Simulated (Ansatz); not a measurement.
## A series of single points on Sb

System: Sb (Fm-3m, 1 atom in the cell).
Method: Kohn-Sham DFT of a periodic cell, PBE, all-electron LAPW, scalar-relativistic, no spin polarisation (Ansatz 0.2.0).

The 7 runs differ only in the geometry, by an even scaling of the cell at fixed fractional positions. The structure derives from a Materials Project entry.

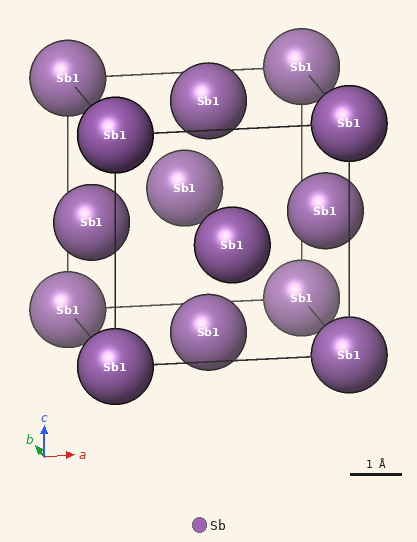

Figure 1. The structure of run 4 (spheres-only view of the cell 4 times as large as that of the calculation, set on its symmetry axes, seen slightly off an axis; atoms are numbered from 1 in the order of the input).

**Input of run 4**
```yaml
crystal:
  lattice:
    - [0.0, 2.3712425216, 2.3712425216]
    - [2.3712425216, 0.0, 2.3712425216]
    - [2.3712425216, 2.3712425216, 0.0]
  atoms:
    - { symbol: Sb, position: [0.0, 0.0, 0.0] }
kpoints:
  mp_grid: { grid: [10, 10, 10] }
scf:
  occupations: { method: fermi_dirac, width: 0.05 }
hamiltonian:
  xc: pbe
  pseudopotentials: { kind: all_electron, lapw: { basis_error: 0.0005 } }
output:
  forces: true
  stress: true
  eigenvalues: true
```

Command:
```bash
ansatz run input.yaml --threads 1 --pin off --max-ram 3072MiB --backend cpu --events-out ev --progress --plain --runs-dir out
```

Run 6 differs from it as follows:
```diff
-    - [0.0, 2.3712425216, 2.3712425216]
-    - [2.3712425216, 0.0, 2.3712425216]
-    - [2.3712425216, 2.3712425216, 0.0]
+    - [0.0, 2.4024466595, 2.4024466595]
+    - [2.4024466595, 0.0, 2.4024466595]
+    - [2.4024466595, 2.4024466595, 0.0]
```

**Results, with one run withheld**

```csv
run,volume per atom (Å³),"free energy per atom, from the lowest run given (meV)",pressure (GPa)
1,25.066,43.88,6.33
2,25.599,25.63,4.67
3,26.133,12.58,3.20
4,26.666,4.17,1.88
5,27.199,0.00,0.65
6,27.733,?,?
7,28.266,3.21,−1.55
```

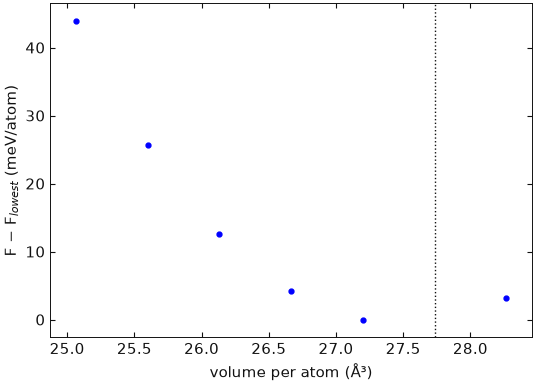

Figure 2. Free energy per atom of the runs given; the dotted line marks run 6.

What should run 6 give?

A cubic polynomial in V^(−2/3) (the Birch–Murnaghan form), fitted to the 6 runs given, misses them by at most 0.04 meV per atom. With x = V^(−2/3) − 0.11264 Å⁻², it reads F = 6.9872 + 5253.4 x + 9.0933e+05 x² − 1.9833e+06 x³ (meV per atom). At run 6 it gives −0.18 meV per atom, and the run itself gives −0.22. The slope of the fit gives a pressure −dF/dV of −0.49 GPa there, and the run prints −0.50 GPa. The fit has its minimum at 27.493 Å³ per atom, where V d²F/dV² gives 57.8 GPa: the bulk modulus at this level, since symmetry fixes the shape and the positions.

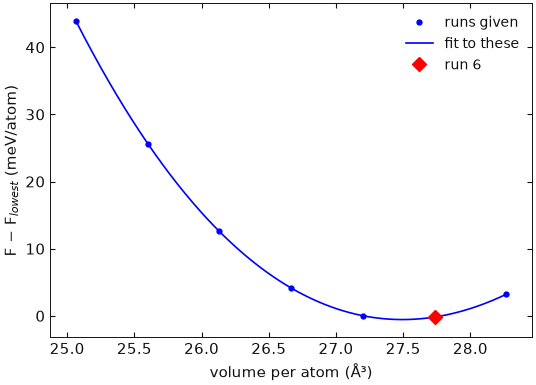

Figure 3. The fit and the withheld run.

**Output, shortened to warnings, some set-up lines, iterations and results (run 6)**
```
Basis set: ecut = 163.92181081287586 eV, 137 PW (Γ), exchange–correlation at level 2
Symmetry: 48 space group operations
k-points: 47 of 1000
Initial density: superposition of atomic densities (chi_scale 0.1, normalization cell)
[...]
SCF iter   1: F=—  HF=-176367.879357 eV  |F-HF|=—  |Δ(HF+E_count)|=         —  Δρ=4.26e-3  dr2=3.29e-3  ethr=1.41e-5  ⟨swp⟩=3.9  Hψ=5457  notcnv=0
SCF iter   2: F=—  HF=-176367.872343 eV  |F-HF|=—  |Δ(HF+E_count)|=   7.01e-3  Δρ=2.56e-3  dr2=1.46e-3  ethr=1.41e-5  ⟨swp⟩=2.0  Hψ=2107  notcnv=0
SCF iter   3: F=—  HF=-176367.871901 eV  |F-HF|=—  |Δ(HF+E_count)|=   4.42e-4  Δρ=1.23e-3  dr2=4.47e-4  ethr=6.34e-6  ⟨swp⟩=2.0  Hψ=2106  notcnv=0
SCF iter   4: F=—  HF=-176367.871911 eV  |F-HF|=—  |Δ(HF+E_count)|=   9.96e-6  Δρ=6.66e-4  dr2=1.54e-4  ethr=1.94e-6  ⟨swp⟩=2.0  Hψ=2106  notcnv=0
SCF iter   5: F=—  HF=-176367.871963 eV  |F-HF|=—  |Δ(HF+E_count)|=   5.17e-5  Δρ=1.28e-4  dr2=5.58e-6  ethr=2.43e-8  ⟨swp⟩=2.0  Hψ=3587  notcnv=0
SCF iter   6: F=—  HF=-176367.871964 eV  |F-HF|=—  |Δ(HF+E_count)|=   9.68e-7  Δρ=3.46e-5  dr2=2.83e-7  ethr=2.43e-8  ⟨swp⟩=2.0  Hψ=2106  notcnv=0
SCF iter   7: F=-176367.871964 eV  HF=-176367.871964 eV  |F-HF|=2.68e-9  |Δ(HF+E_count)|=   1.13e-7  Δρ=8.55e-6  dr2=2.73e-8  ethr=1.23e-9  ⟨swp⟩=2.7  Hψ=2143  notcnv=0
SCF 1 converged in 7 iterations: F = -176367.871964 eV  dr2 = 2.73e-8
SCF converged after 7 iterations
Free energy (F): -176367.871964 eV
Harris-Foulkes:  -176367.871964 eV  (|F-HF|=2.68e-9)
Internal energy: -176367.865953 eV  (E = F + TS)
E sigma→0 (E₀):  -176367.868959 eV
Entropy (-TS):   -0.006011 eV (-6.011 meV/atom)
Fermi energy:    14.065439 eV
--- Per-component energies (eV) ---
  E_band       = -869.299305
  E_kinetic    = 185870.594845
  E_xc         = -4643.385721
  E_electrostatic = -357595.075078  (all electrons and nuclei)
  E_smearing   = -0.006011  (= −TS)
  E_closure    = 0.000000  (closes the sum)
  E_atoms      = -176364.064481  (free atoms, spherical and without spin; not in F)
  Σ components = -176367.871964   (vs F -176367.871964, Δ=0.00e0)
  Basis errors (estimates in eV, not in F): energy 9.2e-5 per atom: plane waves 9.1e-5 (6.4e-5 summed), levels above the bands 2.5e-85, relativity 3.8e-9, radial functions 1.8e-6, core shells 1.4e-11; eigenvalues (radial functions only) 2.1e-4; not estimated: angular momenta, meshes, grids; target …
--- Forces (eV/Å), atoms counted from 1 ---
  atom   1  Sb    -0.00000000    -0.00000000     0.00000000
  max |Σ_I F_I| component: 1.73e-31 eV/Å
--- Stress (GPa, compression-positive) ---
       -0.496805      -0.000000       0.000000
       -0.000000      -0.496805      -0.000000
        0.000000      -0.000000      -0.496805
  P = ⅓ Tr σ = -0.4968 GPa (-4.968 kbar)
```
